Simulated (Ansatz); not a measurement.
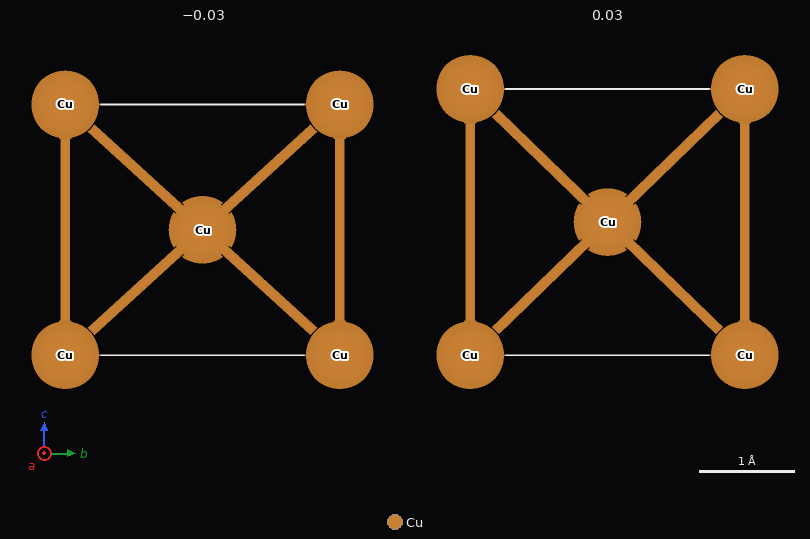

Solid Cu (set up in I4/mmm), under strain along c alone (the other axes held, atoms fixed by symmetry), with energies (extrapolated to zero smearing) counted from the relaxed crystal, which is the row at zero. The picture shows the first and the last member. A ball-and-stick model of the cell of the calculation, seen along the a axis.

Computed with Ansatz 0.2.0: DFT PBEsol, scalar-relativistic, plane waves, PAW. (plane-wave cutoff 420 eV; k-point mesh 18 × 18 × 20; occupations gaussian; smearing width 0.1 eV; no spin polarisation)

| strain | energy (meV/atom) | a (Å) | c (Å) |
| --- | --- | --- | --- |
| −0.03 | 6.24 | 2.890 | 2.638 |
| −0.02 | 2.65 | 2.890 | 2.666 |
| −0.01 | ? | ? | ? |
| 0.0 | 0.00 | 2.890 | 2.720 |
| 0.01 | 0.73 | 2.890 | 2.747 |
| 0.02 | 2.70 | 2.890 | 2.774 |
| 0.03 | 5.77 | 2.890 | 2.802 |

Estimate the missing row from the others, and compare with the calculation.

A parabola through three neighbouring rows (−0.03, −0.02, 0.0) gives, with Lagrange weights, (−0.3333)(6.24) + (1.0000)(2.65) + (0.3333)(0.00) = 0.57 meV/atom. The calculation gives 0.59 meV/atom (a = 2.890 Å, c = 2.693 Å). The estimate is 0.02 meV/atom too low. From the first member to the last: Cu–Cu 2.638 → 2.802 Å, Cu–Cu 2.432 → 2.478 Å.

The whole series:

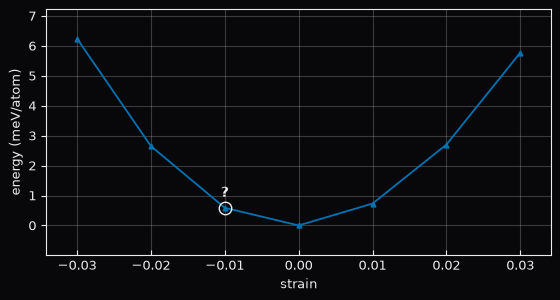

Each member starts from this one structure; whether another phase lies lower wasn't checked.
